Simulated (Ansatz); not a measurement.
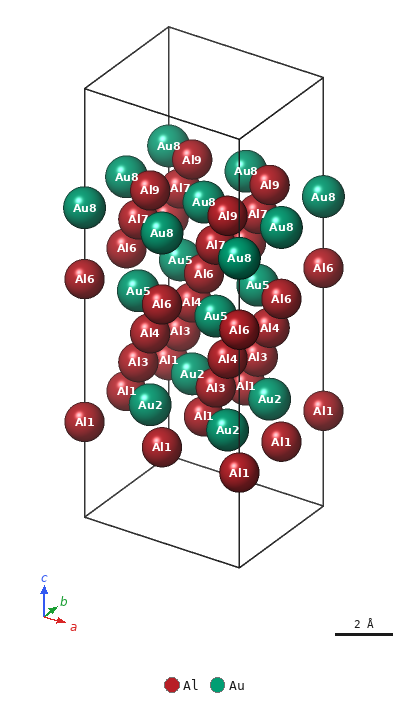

Figure 1. The input geometry (spheres-only view of the 2 × 2 repeat of the cell, with the vacuum cut short, seen slightly off an axis; atoms are numbered from 1 in the order of the input).

Geometry relaxation of Al2Au (part 1 of 2)

The run: geometry relaxation of Al2Au (slab, 9 atoms in the cell). Method and program: DFT PBE, scalar-relativistic, plane waves, PAW, no spin polarisation (Ansatz 0.2.0).

The structure derives from an entry of the Crystallography Open Database. It belongs to a series of runs on one base structure; here: (1 1 1) slab, atoms relaxed. Figures and captions count atoms from 1; the log counts them from 0 in places.

**Output**
```
Engine: ansatz 0.2.0, x86_64-unknown-linux-gnu
Pseudopotentials: kind: paw
Pseudopotential: Al, paw, valence charge 3, recommended cutoff 420 eV (normal), Al.paw.azcp
Pseudopotential: Au, paw, valence charge 19, recommended cutoff 420 eV (normal), Au.paw.azcp
Functional definition: PBE
  parameter kappa = 0.804
  parameter beta = 0.06672455060314922
  exchange = pbe_x(kappa = kappa, mu = beta*pi^2/3)
  correlation = pbe_c(beta = beta)
Crystal: 9 atoms, lattice volume = 377.733 Å³
Basis set: ecut = 420 eV, 7345 PW (Γ), exchange–correlation on 60×60×320 points (8 copies of the dense FFT grid, shifted against one another)
Bands: 47, of which v1, the nominal top of the filled ones, is band 38 counted from 1 (37 counted from 0)
Symmetry: 6 space group operations
k-points: 12 of 81 (time reversal used)
Non-local potential: Al, projectors of the file, l = 0: 2, l = 1: 2, l = 2: 1
Non-local potential: Au, projectors of the file, l = 0: 3, l = 1: 2, l = 2: 2, l = 3: 1
PAW form: soft (Blöchl's): semilocal exchange-correlation on the pseudo side does not see the compensation charge
PAW one-centre angular grid: Al, 110 points (default); XC on 64 Gauss nodes
PAW one-centre angular grid: Au, 590 points (default); XC on 64 Gauss nodes
Initial density: superposition of atomic densities (neutral atoms: chi_scale 0, normalization atom), corrected by the library's trained network
Initial wavefunctions: pseudopotential atomic-orbital guess
Functional: x = pbe(κ = 0.804, μ = 0.2195149727645171), c = pbe(β = 0.06672455060314922)
SCF iter   1: F=—  HF=-42674.741218 eV  |F-HF|=—  |Δ(HF+E_count)|=         —  Δρ=2.20e-3  dr2=1.19e-1  ethr=1.77e-3  p=0.000 e·Å  D=4.09e-14 V/Å  ΔV_dip=-0.00 eV  dr2_dipole=2.90e-7  V_vac-E_F(+/−)=4.28/4.28 eV  ⟨swp⟩=10.4  Hψ=2762  notcnv=0  defer=2
efield: sawtooth ramp at fractional position 0.9800 (placed from the atoms, in the widest stretch of the axis that holds none; the zero of the levels goes with the place), width 0.0400; the density the first Hamiltonian is built on has a dipole p = 0.000 e·Å; the dipole correction subtracts the counter field D = 4.09e-14 V/Å, which shifts the + side's vacuum level by -0.00 eV against the − side's; the planar-averaged density in the ramp window peaks in size at 5.4e-5 e/Å³
preconditioner: auto → LDOS  [metal: Δε(μ)=0.080 eV  Ē_g=7.659 eV  σ=0.100 eV  W_gap=0.42  n_scr=68 (ndim 8)  ℏωp=13.6 eV  f_vac=0.489  D(μ)=5.74/eV (n_scr^D=12)  β→1.0]
SCF iter   2: F=—  HF=-42674.743648 eV  |F-HF|=—  |Δ(HF+E_count)|=   2.43e-3  Δρ=1.73e-3  dr2=2.17e-2  ethr=1.59e-4  p=0.000 e·Å  D=8.36e-6 V/Å  ΔV_dip=-0.00 eV  dr2_dipole=2.43e-8  V_vac-E_F(+/−)=4.22/4.22 eV  ⟨swp⟩=2.1  Hψ=933  notcnv=0  defer=30
SCF iter   3: F=—  HF=-42674.743493 eV  |F-HF|=—  |Δ(HF+E_count)|=   1.55e-4  Δρ=1.57e-3  dr2=1.92e-2  ethr=2.89e-5  p=0.000 e·Å  D=3.78e-6 V/Å  ΔV_dip=-0.00 eV  dr2_dipole=5.21e-8  V_vac-E_F(+/−)=4.23/4.23 eV  ⟨swp⟩=2.3  Hψ=984  notcnv=0  defer=30
SCF iter   4: F=—  HF=-42674.740462 eV  |F-HF|=—  |Δ(HF+E_count)|=   3.03e-3  Δρ=2.34e-4  dr2=5.36e-4  ethr=2.56e-5  p=0.000 e·Å  D=2.98e-6 V/Å  ΔV_dip=-0.00 eV  dr2_dipole=1.76e-8  V_vac-E_F(+/−)=4.22/4.22 eV  ⟨swp⟩=2.2  Hψ=842  notcnv=0  defer=30
SCF iter   5: F=—  HF=-42674.739987 eV  |F-HF|=—  |Δ(HF+E_count)|=   4.75e-4  Δρ=1.23e-4  dr2=1.07e-4  ethr=7.15e-7  p=0.000 e·Å  D=1.71e-6 V/Å  ΔV_dip=-0.00 eV  dr2_dipole=2.75e-9  V_vac-E_F(+/−)=4.23/4.23 eV  ⟨swp⟩=2.4  Hψ=937  notcnv=0  defer=30
SCF iter   6: F=—  HF=-42674.739979 eV  |F-HF|=—  |Δ(HF+E_count)|=   8.09e-6  Δρ=3.22e-5  dr2=1.40e-5  ethr=1.42e-7  p=0.000 e·Å  D=1.03e-6 V/Å  ΔV_dip=-0.00 eV  dr2_dipole=1.24e-9  V_vac-E_F(+/−)=4.23/4.23 eV  ⟨swp⟩=2.3  Hψ=863  notcnv=0  defer=30
iter 7 did not close the SCF: its close was put off until two iterations running show no level that it waits for move by more than its bar (scf_convergence_deferred on its scf_iter line)
SCF iter   7: F=-42674.739979 eV  HF=-42674.739979 eV  |F-HF|=4.22e-8  |Δ(HF+E_count)|=   8.59e-7  Δρ=1.01e-5  dr2=6.82e-7  ethr=1.33e-8  p=0.000 e·Å  D=4.25e-7 V/Å  ΔV_dip=-0.00 eV  dr2_dipole=1.97e-10  V_vac-E_F(+/−)=4.23/4.23 eV  ⟨swp⟩=24.3  Hψ=5700  notcnv=0
SCF iter   8: F=-42674.739980 eV  HF=-42674.739980 eV  |F-HF|=3.56e-8  |Δ(HF+E_count)|=   2.94e-7  Δρ=1.93e-6  dr2=2.39e-8  ethr=9.09e-10  p=0.000 e·Å  D=2.18e-7 V/Å  ΔV_dip=-0.00 eV  dr2_dipole=2.76e-11  V_vac-E_F(+/−)=4.23/4.23 eV  ⟨swp⟩=11.3  Hψ=4452  notcnv=0
SCF 1 converged in 8 iterations: F = -42674.739980 eV  dr2 = 2.39e-8
  greatest PAW one-centre occupation: 1.000 electrons in one spin orbital (limit 2), on the Au atom at site 4 (counted from 0), in its partial waves of l = 0
relax step   1: F+E_penalty+E_count = -42674.73997982 eV  Δ(F+E_penalty+E_count) = +0.000e0 eV  max|allowed force component| = 4.300e-1 eV/Å  Δτ_max = 0.0000 Å  (8 SCF iters, dr2 threshold 1.00e-5 eV, accepted)
Initial density: handed on by an earlier stage of this run
Initial wavefunctions: those handed on with the density
iter 1 solved again at ethr=3.38e-5 eV; its pass at ethr=3.10e-3 eV (dr2=2.53e-2 eV) is discarded
SCF iter   1: F=—  HF=-42674.823427 eV  |F-HF|=—  |Δ(HF+E_count)|=         —  Δρ=2.31e-3  dr2=2.76e-2  ethr=3.38e-5  p=0.000 e·Å  D=2.18e-7 V/Å  ΔV_dip=-0.00 eV  dr2_dipole=1.89e-11  V_vac-E_F(+/−)=4.19/4.19 eV  ⟨swp⟩=2.0  Hψ=2350  notcnv=0  defer=35
efield: sawtooth ramp at fractional position 0.9800 (handed on by an earlier solve), width 0.0400; the density the first Hamiltonian is built on has a dipole p = 0.000 e·Å; the dipole correction subtracts the counter field D = 2.18e-7 V/Å, which shifts the + side's vacuum level by -0.00 eV against the − side's; the planar-averaged density in the ramp window peaks in size at 3.5e-7 e/Å³
preconditioner: auto → LDOS  [metal: Δε(μ)=0.019 eV  Ē_g=7.805 eV  σ=0.100 eV  W_gap=0.11  n_scr=68 (ndim 8)  ℏωp=13.6 eV  f_vac=0.500  D(μ)=6.25/eV (n_scr^D=30)  β→1.0]
SCF iter   2: F=—  HF=-42674.821295 eV  |F-HF|=—  |Δ(HF+E_count)|=   2.13e-3  Δρ=1.52e-3  dr2=1.13e-2  ethr=3.38e-5  p=0.000 e·Å  D=1.68e-8 V/Å  ΔV_dip=-0.00 eV  dr2_dipole=3.17e-14  V_vac-E_F(+/−)=4.20/4.20 eV  ⟨swp⟩=2.0  Hψ=831  notcnv=0  defer=35
SCF iter   3: F=—  HF=-42674.818616 eV  |F-HF|=—  |Δ(HF+E_count)|=   2.68e-3  Δρ=4.73e-4  dr2=1.01e-3  ethr=1.51e-5  p=0.000 e·Å  D=4.82e-8 V/Å  ΔV_dip=-0.00 eV  dr2_dipole=5.18e-12  V_vac-E_F(+/−)=4.22/4.22 eV  ⟨swp⟩=2.0  Hψ=897  notcnv=0  defer=35
SCF iter   4: F=—  HF=-42674.818537 eV  |F-HF|=—  |Δ(HF+E_count)|=   7.88e-5  Δρ=1.37e-4  dr2=1.32e-4  ethr=1.35e-6  p=0.000 e·Å  D=1.00e-9 V/Å  ΔV_dip=-0.00 eV  dr2_dipole=1.89e-12  V_vac-E_F(+/−)=4.23/4.23 eV  ⟨swp⟩=2.2  Hψ=918  notcnv=0  defer=35
SCF iter   5: F=—  HF=-42674.818538 eV  |F-HF|=—  |Δ(HF+E_count)|=   9.87e-7  Δρ=3.78e-5  dr2=1.46e-5  ethr=1.76e-7  p=-0.000 e·Å  D=-5.80e-9 V/Å  ΔV_dip=0.00 eV  dr2_dipole=3.40e-13  V_vac-E_F(+/−)=4.23/4.23 eV  ⟨swp⟩=2.0  Hψ=816  notcnv=0  defer=35
SCF iter   6: F=-42674.818540 eV  HF=-42674.818542 eV  |F-HF|=1.44e-6  |Δ(HF+E_count)|=   3.26e-6  Δρ=1.92e-5  dr2=2.37e-6  ethr=1.54e-8  p=-0.000 e·Å  D=-4.42e-9 V/Å  ΔV_dip=0.00 eV  dr2_dipole=1.45e-12  V_vac-E_F(+/−)=4.23/4.23 eV  ⟨swp⟩=25.2  Hψ=5786  notcnv=0
SCF 2 converged in 6 iterations: F = -42674.818540 eV  dr2 = 2.37e-6
[... from here on the iterations of each SCF are left out, up to the last one ...]
relax step   2: F+E_penalty+E_count = -42674.81854014 eV  Δ(F+E_penalty+E_count) = -7.856e-2 eV  max|allowed force component| = 1.745e-1 eV/Å  Δτ_max = 0.1764 Å  (6 SCF iters, dr2 threshold 1.16e-5 eV, accepted)
efield: sawtooth ramp at fractional position 0.9800 (handed on by an earlier solve), width 0.0400; the density the first Hamiltonian is built on has a dipole p = -0.000 e·Å; the dipole correction subtracts the counter field D = -4.42e-9 V/Å, which shifts the + side's vacuum level by +0.00 eV against the − side's; the planar-averaged density in the ramp window peaks in size at 1.3e-6 e/Å³
preconditioner: auto → LDOS  [metal: Δε(μ)=0.011 eV  Ē_g=7.819 eV  σ=0.100 eV  W_gap=0.06  n_scr=68 (ndim 8)  ℏωp=13.6 eV  f_vac=0.501  D(μ)=5.85/eV (n_scr^D=12)  β→1.0]
SCF 3 converged in 7 iterations: F = -42674.825432 eV  dr2 = 6.83e-8
relax step   3: F+E_penalty+E_count = -42674.82543190 eV  Δ(F+E_penalty+E_count) = -6.892e-3 eV  max|allowed force component| = 9.131e-2 eV/Å  Δτ_max = 0.0284 Å  (7 SCF iters, dr2 threshold 1.90e-6 eV, accepted)
efield: sawtooth ramp at fractional position 0.9800 (handed on by an earlier solve), width 0.0400; the density the first Hamiltonian is built on has a dipole p = 0.000 e·Å; the dipole correction subtracts the counter field D = 9.39e-10 V/Å, which shifts the + side's vacuum level by -0.00 eV against the − side's; the planar-averaged density in the ramp window peaks in size at 3.4e-6 e/Å³
preconditioner: auto → LDOS  [metal: Δε(μ)=0.023 eV  Ē_g=7.870 eV  σ=0.100 eV  W_gap=0.13  n_scr=68 (ndim 8)  ℏωp=13.6 eV  f_vac=0.506  D(μ)=4.27/eV (n_scr^D=10)  β→1.0]
SCF 4 converged in 7 iterations: F = -42674.825389 eV  dr2 = 2.52e-7
relax step   4: F+E_penalty+E_count = -42674.82538939 eV  Δ(F+E_penalty+E_count) = +4.251e-5 eV  max|allowed force component| = 1.454e-1 eV/Å  Δτ_max = 0.0637 Å  (7 SCF iters, dr2 threshold 1.37e-6 eV, rejected (line search))
efield: sawtooth ramp at fractional position 0.9800 (handed on by an earlier solve), width 0.0400; the density the first Hamiltonian is built on has a dipole p = 0.000 e·Å; the dipole correction subtracts the counter field D = 3.52e-9 V/Å, which shifts the + side's vacuum level by -0.00 eV against the − side's; the planar-averaged density in the ramp window peaks in size at 1.3e-6 e/Å³
preconditioner: auto → LDOS  [metal: Δε(μ)=0.013 eV  Ē_g=7.820 eV  σ=0.100 eV  W_gap=0.07  n_scr=68 (ndim 8)  ℏωp=13.6 eV  f_vac=0.502  D(μ)=6.19/eV (n_scr^D=30)  β→1.0]
SCF 5 converged in 8 iterations: F = -42674.825432 eV  dr2 = 5.17e-8
relax step   5: F+E_penalty+E_count = -42674.82543190 eV  Δ(F+E_penalty+E_count) = +9.022e-10 eV  max|allowed force component| = 9.130e-2 eV/Å  Δτ_max = 0.0000 Å  (8 SCF iters, accepted)
efield: sawtooth ramp at fractional position 0.9800 (handed on by an earlier solve), width 0.0400; the density the first Hamiltonian is built on has a dipole p = 0.000 e·Å; the dipole correction subtracts the counter field D = 1.32e-9 V/Å, which shifts the + side's vacuum level by -0.00 eV against the − side's; the planar-averaged density in the ramp window peaks in size at 3.4e-6 e/Å³
SCF 6 converged in 7 iterations: F = -42674.825414 eV  dr2 = 2.41e-7
relax step   6: F+E_penalty+E_count = -42674.82541396 eV  Δ(F+E_penalty+E_count) = +1.795e-5 eV  max|allowed force component| = 1.451e-1 eV/Å  Δτ_max = 0.0636 Å  (7 SCF iters, dr2 threshold 2.28e-6 eV, rejected (line search))
efield: sawtooth ramp at fractional position 0.9800 (handed on by an earlier solve), width 0.0400; the density the first Hamiltonian is built on has a dipole p = 0.000 e·Å; the dipole correction subtracts the counter field D = 1.32e-8 V/Å, which shifts the + side's vacuum level by -0.00 eV against the − side's; the planar-averaged density in the ramp window peaks in size at 1.8e-6 e/Å³
preconditioner: auto → LDOS  [metal: Δε(μ)=0.028 eV  Ē_g=7.826 eV  σ=0.100 eV  W_gap=0.16  n_scr=68 (ndim 8)  ℏωp=13.6 eV  f_vac=0.503  D(μ)=5.44/eV (n_scr^D=12)  β→1.0]
SCF 7 converged in 7 iterations: F = -42674.829542 eV  dr2 = 6.87e-8
relax step   7: F+E_penalty+E_count = -42674.82954202 eV  Δ(F+E_penalty+E_count) = -4.110e-3 eV  max|allowed force component| = 3.144e-2 eV/Å  Δτ_max = 0.0212 Å  (7 SCF iters, accepted)
efield: sawtooth ramp at fractional position 0.9800 (handed on by an earlier solve), width 0.0400; the density the first Hamiltonian is built on has a dipole p = -0.000 e·Å; the dipole correction subtracts the counter field D = -5.70e-9 V/Å, which shifts the + side's vacuum level by +0.00 eV against the − side's; the planar-averaged density in the ramp window peaks in size at 3.2e-6 e/Å³
preconditioner: auto → LDOS  [metal: Δε(μ)=0.026 eV  Ē_g=7.856 eV  σ=0.100 eV  W_gap=0.14  n_scr=68 (ndim 8)  ℏωp=13.6 eV  f_vac=0.506  D(μ)=4.27/eV (n_scr^D=10)  β→1.0]
SCF 8 converged in 7 iterations: F = -42674.829056 eV  dr2 = 5.00e-8
relax step   8: F+E_penalty+E_count = -42674.82905556 eV  Δ(F+E_penalty+E_count) = +4.865e-4 eV  max|allowed force component| = 6.182e-2 eV/Å  Δτ_max = 0.0361 Å  (7 SCF iters, rejected (line search))
SCF iter   1: F=—  HF=-42674.831185 eV  |F-HF|=—  |Δ(HF+E_count)|=         —  Δρ=6.42e-4  dr2=1.38e-3  ethr=2.09e-5  p=0.000 e·Å  D=3.77e-9 V/Å  ΔV_dip=-0.00 eV  dr2_dipole=5.73e-14  V_vac-E_F(+/−)=4.18/4.18 eV  ⟨swp⟩=3.0  Hψ=1170  notcnv=0  defer=37
efield: sawtooth ramp at fractional position 0.9800 (handed on by an earlier solve), width 0.0400; the density the first Hamiltonian is built on has a dipole p = 0.000 e·Å; the dipole correction subtracts the counter field D = 3.77e-9 V/Å, which shifts the + side's vacuum level by -0.00 eV against the − side's; the planar-averaged density in the ramp window peaks in size at 2.6e-6 e/Å³
preconditioner: auto → LDOS  [metal: Δε(μ)=0.029 eV  Ē_g=7.839 eV  σ=0.100 eV  W_gap=0.16  n_scr=68 (ndim 8)  ℏωp=13.6 eV  f_vac=0.504  D(μ)=4.76/eV (n_scr^D=10)  β→1.0]
SCF iter   2: F=—  HF=-42674.831117 eV  |F-HF|=—  |Δ(HF+E_count)|=   6.79e-5  Δρ=4.16e-4  dr2=1.40e-3  ethr=1.83e-6  p=-0.000 e·Å  D=-6.38e-8 V/Å  ΔV_dip=0.00 eV  dr2_dipole=1.23e-13  V_vac-E_F(+/−)=4.18/4.18 eV  ⟨swp⟩=3.2  Hψ=1166  notcnv=0  defer=35
SCF iter   3: F=—  HF=-42674.830805 eV  |F-HF|=—  |Δ(HF+E_count)|=   3.12e-4  Δρ=9.36e-5  dr2=3.79e-5  ethr=1.83e-6  p=-0.000 e·Å  D=-9.73e-8 V/Å  ΔV_dip=0.00 eV  dr2_dipole=6.94e-15  V_vac-E_F(+/−)=4.18/4.18 eV  ⟨swp⟩=2.0  Hψ=823  notcnv=0  defer=35
SCF iter   4: F=—  HF=-42674.830401 eV  |F-HF|=—  |Δ(HF+E_count)|=   4.05e-4  Δρ=3.87e-5  dr2=8.67e-6  ethr=5.06e-8  p=-0.000 e·Å  D=-5.18e-8 V/Å  ΔV_dip=0.00 eV  dr2_dipole=5.18e-13  V_vac-E_F(+/−)=4.17/4.17 eV  ⟨swp⟩=3.0  Hψ=1133  notcnv=0  defer=35
SCF iter   5: F=—  HF=-42674.830400 eV  |F-HF|=—  |Δ(HF+E_count)|=   4.92e-7  Δρ=1.40e-5  dr2=1.64e-6  ethr=1.16e-8  p=-0.000 e·Å  D=-3.53e-8 V/Å  ΔV_dip=0.00 eV  dr2_dipole=1.01e-13  V_vac-E_F(+/−)=4.17/4.17 eV  ⟨swp⟩=2.2  Hψ=815  notcnv=0  defer=35
SCF iter   6: F=—  HF=-42674.830400 eV  |F-HF|=—  |Δ(HF+E_count)|=   1.50e-7  Δρ=3.45e-6  dr2=1.50e-7  ethr=2.19e-9  p=-0.000 e·Å  D=-2.06e-8 V/Å  ΔV_dip=0.00 eV  dr2_dipole=5.66e-14  V_vac-E_F(+/−)=4.17/4.17 eV  ⟨swp⟩=2.0  Hψ=788  notcnv=0  defer=35
SCF iter   7: F=-42674.830400 eV  HF=-42674.830400 eV  |F-HF|=7.55e-9  |Δ(HF+E_count)|=   2.15e-8  Δρ=1.19e-6  dr2=8.91e-9  ethr=1.33e-10  p=-0.000 e·Å  D=-6.25e-9 V/Å  ΔV_dip=0.00 eV  dr2_dipole=9.06e-13  V_vac-E_F(+/−)=4.17/4.17 eV  ⟨swp⟩=19.5  Hψ=4784  notcnv=0
SCF 9 converged in 7 iterations: F = -42674.830400 eV  dr2 = 8.91e-9
relax step   9: F+E_penalty+E_count = -42674.83039992 eV  Δ(F+E_penalty+E_count) = -8.579e-4 eV  max|allowed force component| = 4.715e-3 eV/Å  Δτ_max = 0.0168 Å  (7 SCF iters, accepted)
```

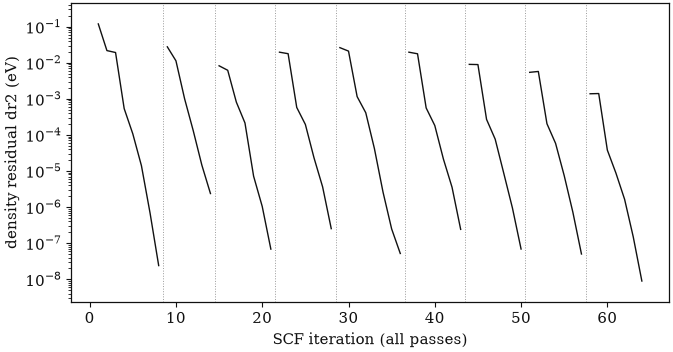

Figure 2. Convergence of the self-consistent field: density residual dr2 against the SCF iteration. The dotted lines part the SCF passes of the relaxation: geometry steps, rejected trials and re-solves on a re-selected basis. The 9 passes take 6 to 8 iterations each, 64 in all.

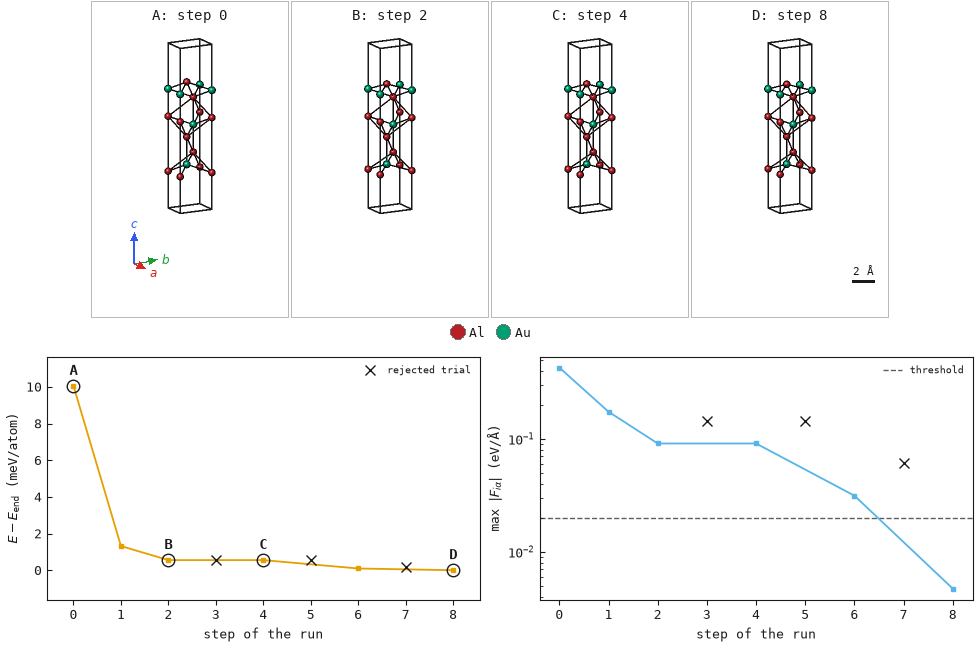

Figure 3. Frames of the relaxation (ball-and-stick view of the cell of the calculation, with the vacuum cut short, seen slightly off an axis) above the curves, on which the letters mark them (the first geometry is step 0 here and step 1 in the log).

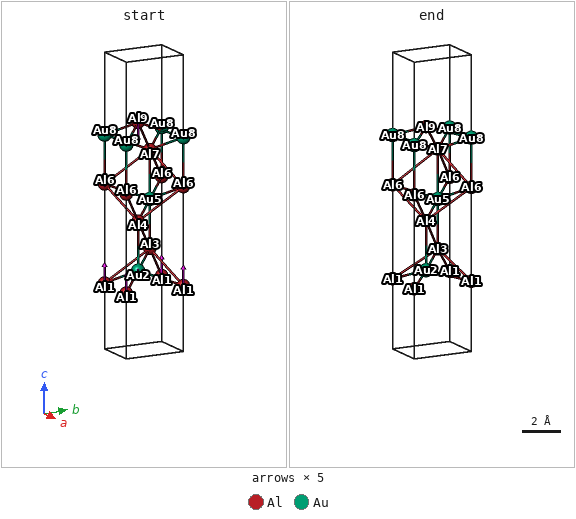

Figure 4. Before (left) and after (right) the relaxation, at one scale (ball-and-stick view of the cell of the calculation, with the vacuum cut short, seen slightly off an axis). The pink arrows give the displacements, magnified 5 times. Over 8 geometry steps the energy falls by 10.0 meV per atom. The largest force component goes from 0.43 to 0.0047 eV/Å. The line search rejected the trial steps at points 3, 5, 7 (counted from 0) and went back. The largest moves, 0.23 Å, are those of Al1 and Al9. By element the largest moves are Al 0.23 Å, Au 0.02 Å. The cell doesn't change. Among the contacts that change: Al1–Al3 3.030 → 2.893 Å, Al1–Au2 2.624 → 2.564 Å, Al4–Al6 3.030 → 2.988 Å, Al3–Al4 3.030 → 3.066 Å. Among the angles that change: Au2–Al1–Al3 125.3° → 133.6°, Al3–Al1–Al3 90.0° → 95.6°, Au2–Al1–Au2 109.5° → 113.4°. (Atoms are counted from 1 in the order of the input.)
